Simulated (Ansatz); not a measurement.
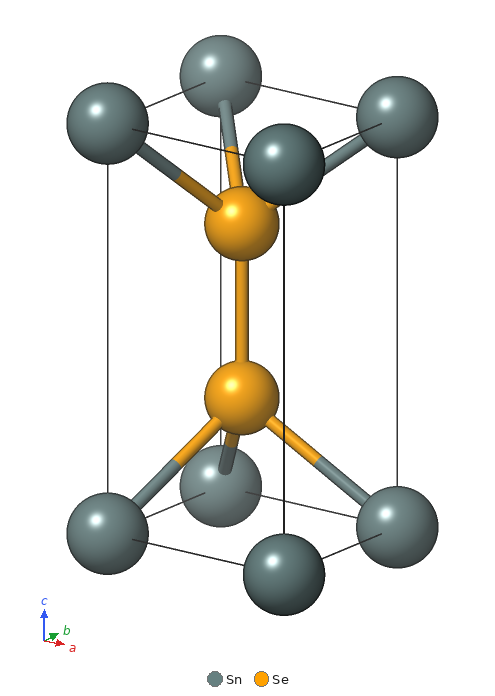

The image is a ball-and-stick drawing of a crystal, viewed slightly off an axis. The frame is the conventional unit cell; atoms at its boundary are shown with their periodic copies. Cell: a = 4.11 Å, b = 4.11 Å, c = 5.87 Å, α = 90.00°, β = 90.00°, γ = 120.00°.

Its origin is a structure type filled with these elements by a generator (whether the compound takes this form wasn't checked). Earlier steps of the study may have refined or changed the cell and positions. It went into a calculation with Ansatz.

### In words:

The solid is SnSe$_{2}$. Its lattice is primitive hexagonal, its space group P-6m2 (No. 187). The cell comprises 1 formula unit: 1 Sn, 2 Se. Sn is coordinated by six Se in a distorted trigonal prismatic arrangement at about 2.9 Å. Se bonds to three Sn and one Se (about 2.9 Å to Sn, 2.5 Å to Se). The bonds build a three-dimensional framework.

Theory: DFT PBE+D3(BJ), scalar-relativistic, plane waves, PAW in Ansatz 0.2.0. Numerical settings: 420 eV cutoff, k-points on a 12×12×6 grid, Gaussian smearing of 0.02 eV, no spin polarisation.

### Is it conducting or gapped at this level?

A semiconductor at this level, with a gap of 0.15 eV, direct.

### What does a Bader analysis give?

Sn +0.91 e; Se -0.45 e.

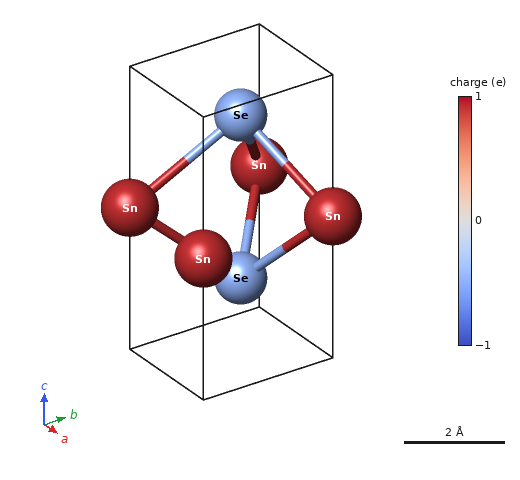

The atoms coloured by those charges. The run's cell of 3 atoms is drawn, so axes and origin can differ from the first picture.

### Can this geometry be taken as optimised?

Yes. All forces vanish to within 0.01 eV/Å. The pressure is 0.0 GPa, close to zero.
